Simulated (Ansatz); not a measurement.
**Single-point calculation of C (part 1 of 2)**

C (slab, 22 atoms in the cell), computed with DFT PBEsol, scalar-relativistic, plane waves, PAW, no spin polarisation (Ansatz 0.2.0).

The structure derives from an entry of the Crystallography Open Database. It belongs to a series of runs on one base structure; here: (0 1 2) slab cut from the bulk. Figures and captions count atoms from 1; the log counts them from 0 in places.

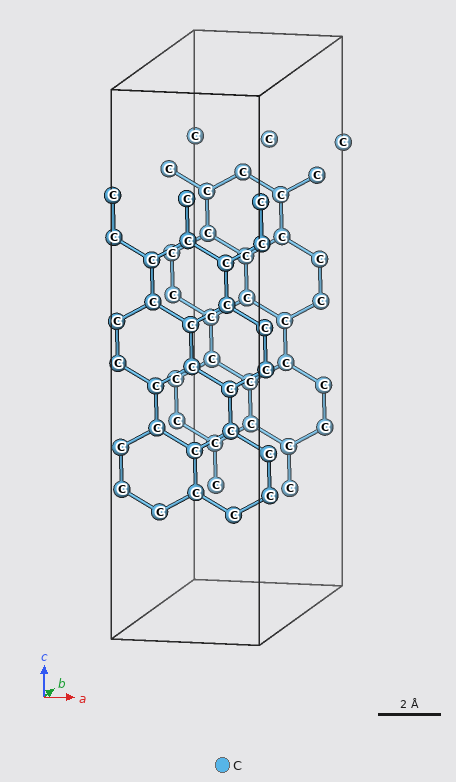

Figure 1. The structure (ball-and-stick view of the 2 × 1 repeat of the cell, with the vacuum cut short, seen slightly off an axis). An atom can appear more than once, as a periodic image. Near neighbours in the periodic cell (some may lie outside the picture): C has 1 C at 1.42 Å; C has 2 C at 1.42 Å; C has 3 C at 1.42 Å.

The input
```yaml
crystal:
  lattice:
    - [2.4589175856, 0.0, 0.0]
    - [0.0, 11.2248623703, 0.0]
    - [0.0, 0.0, 26.018716188]
  atoms:
    - { symbol: C, position: [0.5, 0.816417547, 0.2882540378] }
    - { symbol: C, position: [0.5, 0.1355951993, 0.3058102763] }
    - { symbol: C, position: [0.0, 0.1276281133, 0.3328743489] }
    - { symbol: C, position: [0.5, 0.8003910061, 0.3423771024] }
    - { symbol: C, position: [0.0, 0.7924239201, 0.369441175] }
    - { symbol: C, position: [0.0, 0.1116015725, 0.3869974135] }
    - { symbol: C, position: [0.5, 0.1036344864, 0.4140614861] }
    - { symbol: C, position: [0.0, 0.7763973793, 0.4235642396] }
    - { symbol: C, position: [0.5, 0.7684302932, 0.4506283122] }
    - { symbol: C, position: [0.5, 0.0876079456, 0.4681845506] }
    - { symbol: C, position: [0.0, 0.0796408596, 0.4952486233] }
    - { symbol: C, position: [0.5, 0.7524037524, 0.5047513767] }
    - { symbol: C, position: [0.0, 0.7444366664, 0.5318154494] }
    - { symbol: C, position: [0.0, 0.0636143187, 0.5493716878] }
    - { symbol: C, position: [0.5, 0.0556472327, 0.5764357604] }
    - { symbol: C, position: [0.0, 0.7284101255, 0.5859385139] }
    - { symbol: C, position: [0.5, 0.7204430395, 0.6130025865] }
    - { symbol: C, position: [0.5, 0.0396206919, 0.630558825] }
    - { symbol: C, position: [0.0, 0.0316536058, 0.6576228976] }
    - { symbol: C, position: [0.5, 0.7044164987, 0.6671256511] }
    - { symbol: C, position: [0.0, 0.6964494126, 0.6941897237] }
    - { symbol: C, position: [0.0, 0.015627065, 0.7117459622] }
basis:
  ecutwfc: 420
kpoints:
  mp_grid: { grid: [14, 3, 1] }
hamiltonian:
  xc: pbesol
scf:
  occupations: { method: gaussian, width: 0.1 }
output:
  forces: true
  stress: true
  eigenvalues: true
  write_density: true
  write_potential: true
  elf: true
  volumetric_format: npy
efield:
  axis: 3
  dipole_correction: true
  ramp_width: 0.04
```

Machine: 2 threads of Intel Xeon (Granite Rapids), 32 GiB of memory available, shared host.

Run as:
```bash
ansatz run input.yaml --threads 2 --pin off --max-ram 5120MiB --backend cpu --events-out ev --progress --plain --runs-dir out
```

The program's output
```
Engine: ansatz 0.2.0, x86_64-unknown-linux-gnu
Pseudopotentials: kind: paw
Pseudopotential: C, paw, valence charge 4, recommended cutoff 420 eV (normal), C.paw.azcp
Functional definition: PBEsol
  exchange = pbesol_x
  correlation = pbesol_c
Crystal: 22 atoms, lattice volume = 718.143 Å³
Basis set: ecut = 420 eV, 13975 PW (Γ), exchange–correlation on 36×160×360 points (8 copies of the dense FFT grid, shifted against one another)
Bands: 66, of which v1, the nominal top of the filled ones, is band 44 counted from 1 (43 counted from 0)
Symmetry: 2 space group operations
k-points: 16 of 42 (time reversal used)
Non-local potential: C, projectors of the file, l = 0: 2, l = 1: 2, l = 2: 1
PAW form: soft (Blöchl's): semilocal exchange-correlation on the pseudo side does not see the compensation charge
PAW frozen core: C, regenerated for the run's functional, and the local potential with it (the file was generated under x = pbe(κ = 0.804, μ = 0.2195149727645171), c = pbe(β = 0.06672455060314922))
PAW one-centre angular grid: C, 110 points (default); XC on 64 Gauss nodes
Initial density: superposition of atomic densities (neutral atoms: chi_scale 0, normalization atom), corrected by the library's trained network
Initial wavefunctions: pseudopotential atomic-orbital guess
Functional: x = pbesol(κ = 0.804, μ = 0.12345679012345678), c = pbesol(β = 0.046)
SCF iter   1: F=—  HF=-5410.952197 eV  |F-HF|=—  |Δ(HF+E_count)|=         —  Δρ=2.24e-2  dr2=9.82e0  ethr=1.77e-3  p=-0.000 e·Å  D=-2.54e-11 V/Å  ΔV_dip=0.00 eV  dr2_dipole=1.04e-8  V_vac-E_F(+/−)=7.26/7.26 eV  ⟨swp⟩=12.8  Hψ=7458  notcnv=0  defer=133
efield: sawtooth ramp at fractional position 0.9800 (placed from the atoms, in the widest stretch of the axis that holds none; the zero of the levels goes with the place), width 0.0400; the density the first Hamiltonian is built on has a dipole p = -0.000 e·Å; the dipole correction subtracts the counter field D = -2.54e-11 V/Å, which shifts the + side's vacuum level by +0.00 eV against the − side's; the planar-averaged density in the ramp window peaks in size at 5.5e-5 e/Å³
preconditioner: auto → LDOS  [insulator: Δε(μ)=0.262 eV  Ē_g=13.500 eV  σ=0.100 eV  W_gap=0.74  n_scr=84 (ndim 8)  ℏωp=13.0 eV  f_vac=0.648  D(μ)=5.65/eV (n_scr^D=32)  ε∞_Penn≈1.9  β→1.0]
SCF iter   2: F=—  HF=-5421.362257 eV  |F-HF|=—  |Δ(HF+E_count)|=    1.04e1  Δρ=6.18e-2  dr2=1.17e2  ethr=1.77e-3  p=0.003 e·Å  D=6.41e-4 V/Å  ΔV_dip=-0.02 eV  dr2_dipole=2.21e-4  V_vac-E_F(+/−)=7.27/7.28 eV  ⟨swp⟩=3.3  Hψ=2322  notcnv=0  defer=248  recentre
SCF iter   3: F=—  HF=-5410.417851 eV  |F-HF|=—  |Δ(HF+E_count)|=    1.09e1  Δρ=6.55e-3  dr2=2.29e-1  ethr=1.77e-3  p=0.000 e·Å  D=3.26e-5 V/Å  ΔV_dip=-0.00 eV  dr2_dipole=5.25e-5  V_vac-E_F(+/−)=6.95/6.95 eV  ⟨swp⟩=2.9  Hψ=1984  notcnv=0  defer=215
SCF iter   4: F=—  HF=-5410.393940 eV  |F-HF|=—  |Δ(HF+E_count)|=   2.39e-2  Δρ=4.05e-3  dr2=2.54e-1  ethr=2.60e-4  p=0.000 e·Å  D=1.03e-4 V/Å  ΔV_dip=-0.00 eV  dr2_dipole=1.05e-5  V_vac-E_F(+/−)=6.90/6.90 eV  ⟨swp⟩=3.5  Hψ=1978  notcnv=0  defer=218
SCF iter   5: F=—  HF=-5410.387431 eV  |F-HF|=—  |Δ(HF+E_count)|=   6.51e-3  Δρ=1.14e-3  dr2=2.17e-2  ethr=2.60e-4  p=0.001 e·Å  D=1.43e-4 V/Å  ΔV_dip=-0.00 eV  dr2_dipole=5.12e-6  V_vac-E_F(+/−)=6.84/6.84 eV  ⟨swp⟩=1.3  Hψ=898  notcnv=0  defer=218
SCF iter   6: F=—  HF=-5410.385184 eV  |F-HF|=—  |Δ(HF+E_count)|=   2.25e-3  Δρ=7.41e-4  dr2=1.30e-2  ethr=2.47e-5  p=0.001 e·Å  D=1.52e-4 V/Å  ΔV_dip=-0.00 eV  dr2_dipole=4.40e-7  V_vac-E_F(+/−)=6.83/6.83 eV  ⟨swp⟩=2.0  Hψ=905  notcnv=0  defer=218
SCF iter   7: F=—  HF=-5410.386705 eV  |F-HF|=—  |Δ(HF+E_count)|=   1.52e-3  Δρ=9.80e-4  dr2=1.30e-2  ethr=1.48e-5  p=0.001 e·Å  D=1.88e-4 V/Å  ΔV_dip=-0.00 eV  dr2_dipole=1.85e-6  V_vac-E_F(+/−)=6.81/6.82 eV  ⟨swp⟩=2.6  Hψ=1366  notcnv=0  defer=218
SCF iter   8: F=—  HF=-5410.386252 eV  |F-HF|=—  |Δ(HF+E_count)|=   4.53e-4  Δρ=4.99e-4  dr2=3.30e-3  ethr=1.48e-5  p=0.001 e·Å  D=1.84e-4 V/Å  ΔV_dip=-0.00 eV  dr2_dipole=8.54e-7  V_vac-E_F(+/−)=6.81/6.81 eV  ⟨swp⟩=1.0  Hψ=878  notcnv=0  defer=218
SCF iter   9: F=—  HF=-5410.386343 eV  |F-HF|=—  |Δ(HF+E_count)|=   9.09e-5  Δρ=1.76e-4  dr2=3.36e-4  ethr=3.75e-6  p=0.001 e·Å  D=1.59e-4 V/Å  ΔV_dip=-0.00 eV  dr2_dipole=7.24e-9  V_vac-E_F(+/−)=6.80/6.80 eV  ⟨swp⟩=1.0  Hψ=834  notcnv=0  defer=218
SCF iter  10: F=—  HF=-5410.386432 eV  |F-HF|=—  |Δ(HF+E_count)|=   8.93e-5  Δρ=5.62e-5  dr2=2.39e-5  ethr=3.82e-7  p=0.000 e·Å  D=1.21e-4 V/Å  ΔV_dip=-0.00 eV  dr2_dipole=4.80e-7  V_vac-E_F(+/−)=6.79/6.79 eV  ⟨swp⟩=2.0  Hψ=1443  notcnv=0  defer=218
SCF iter  11: F=—  HF=-5410.386234 eV  |F-HF|=—  |Δ(HF+E_count)|=   1.98e-4  Δρ=2.54e-5  dr2=4.61e-6  ethr=2.72e-8  p=0.000 e·Å  D=8.32e-5 V/Å  ΔV_dip=-0.00 eV  dr2_dipole=2.57e-7  V_vac-E_F(+/−)=6.79/6.79 eV  ⟨swp⟩=2.1  Hψ=1453  notcnv=0  defer=218
SCF iter  12: F=—  HF=-5410.386243 eV  |F-HF|=—  |Δ(HF+E_count)|=   8.71e-6  Δρ=1.04e-5  dr2=1.20e-6  ethr=5.23e-9  p=0.000 e·Å  D=4.18e-5 V/Å  ΔV_dip=-0.00 eV  dr2_dipole=1.63e-8  V_vac-E_F(+/−)=6.79/6.79 eV  ⟨swp⟩=2.2  Hψ=1476  notcnv=0  defer=218
SCF iter  13: F=—  HF=-5410.386244 eV  |F-HF|=—  |Δ(HF+E_count)|=   1.25e-6  Δρ=6.19e-6  dr2=4.99e-7  ethr=1.37e-9  p=0.000 e·Å  D=2.19e-5 V/Å  ΔV_dip=-0.00 eV  dr2_dipole=5.25e-8  V_vac-E_F(+/−)=6.79/6.79 eV  ⟨swp⟩=2.2  Hψ=1418  notcnv=0  defer=218
SCF iter  14: F=—  HF=-5410.386244 eV  |F-HF|=—  |Δ(HF+E_count)|=   2.59e-7  Δρ=4.40e-6  dr2=2.98e-7  ethr=5.67e-10  p=0.000 e·Å  D=1.28e-5 V/Å  ΔV_dip=-0.00 eV  dr2_dipole=5.35e-8  V_vac-E_F(+/−)=6.79/6.79 eV  ⟨swp⟩=2.6  Hψ=1463  notcnv=0  defer=218
SCF iter  15: F=-5410.386245 eV  HF=-5410.386244 eV  |F-HF|=4.03e-8  |Δ(HF+E_count)|=   1.74e-7  Δρ=2.41e-6  dr2=8.94e-8  ethr=1.14e-10  p=0.000 e·Å  D=2.66e-6 V/Å  ΔV_dip=-0.00 eV  dr2_dipole=1.91e-8  V_vac-E_F(+/−)=6.79/6.79 eV  ⟨swp⟩=34.1  Hψ=11454  notcnv=0
SCF 1 converged in 15 iterations: F = -5410.386245 eV  dr2 = 8.94e-8
  greatest PAW one-centre occupation: 0.713 electrons in one spin orbital (limit 2), on the C atom at site 0 (counted from 0), in its partial waves of l = 0
```

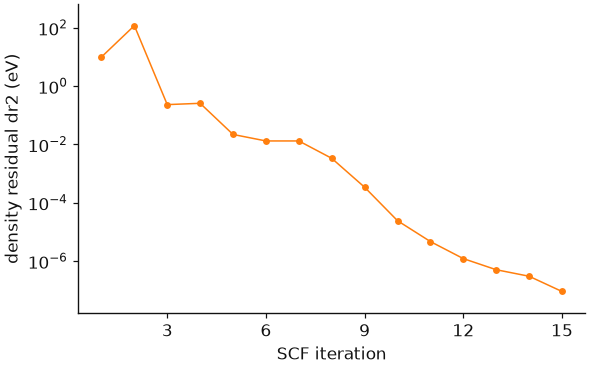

Figure 2. Convergence of the self-consistent field: density residual dr2 against the SCF iteration. The residual comes down, with one marked jump up, by a factor of about 10, at step 2.

```
WARN: The output density's exchange-correlation potential varies sharply where the density is thin. Do not read a vacuum level from v_tot or v_xc, or from such a field of the output density. On a cell that repeats whose density bears no net charge and no dipole along the vacuum's axis use v_es (v_loc + v_h of the components); under efield.dipole_correction with no amplitude use v_es + v_field, which holds any external_charges[].barrier, or the levels of the report's work_function block, which leave it out; under a non-zero efield.amplitude the vacuum is tilted and has no level; on a cell that repeats and bears such a dipole with no correction it is tilted too, and efield.dipole_correction with no amplitude gives each side of its ramp a level where efield: is served; in a cell that repeats whose density bears a net charge (total_charge, or a fill off its count) it is curved and has none; of a slab under crystal.periodic whose density bears no net charge use v_es, which has a level on each side, short of where the two are joined; of another it falls or rises all the way out and has none; of a slab beside external_charges read slab_vacuum_level instead, which it has where they leave it neutral. The grid or the basis barely resolves most such structure, and the values can differ between equally converged runs; as a rule a tighter scf.convergence.dr2_threshold does not remove it. Where the density itself ripples (under the LDA too) a higher basis.ecutwfc lessens it. The files hold the spikes' plane waves up to the density's cutoff. Files: v_tot_of_output_density and the like, and their columns of v_z.tsv (output.write_potential); v_xc_of_output_density and the like, and their columns of v_comp_z.tsv (output.write_potential_components). Measured: with its Gaussian average of σ = 0.25 Å subtracted twice, the exchange-correlation potential is over 0.1 eV at 8214 of the grid points where the equally averaged density (valence and model cores) is under 1e-3 e/Å³, and 1.04 eV at the most among them, at an averaged density of 2.3e-5 e/Å³. The input density's (outcome.potential() and, of a run that writes arrays, v_tot and v_xc) is over 0.1 eV, so measured, at 8182 points of its own thin density, 1.11 eV at the most. See output.write_potential in the manual, Limitations
SCF converged after 15 iterations
Free energy (F): -5410.386245 eV
Harris-Foulkes:  -5410.386244 eV  (|F-HF|=4.03e-8)
Internal energy: -5410.328974 eV  (E = F + TS)
E sigma→0 (E₀):  -5410.357609 eV
Entropy (-TS):   -0.057270 eV (-2.603 meV/atom)
Fermi energy:    -2.760118 eV
Dipole field:    D = 0.000101 V/Å  (p = 0.000400 e·Å, saw-weighted, corrected)
Work function:   Φ+ = 6.7881 eV   Φ− = 6.7907 eV
Levels:          The Fermi level and band energies are counted from a zero that moves with the ramp; work functions are not
```
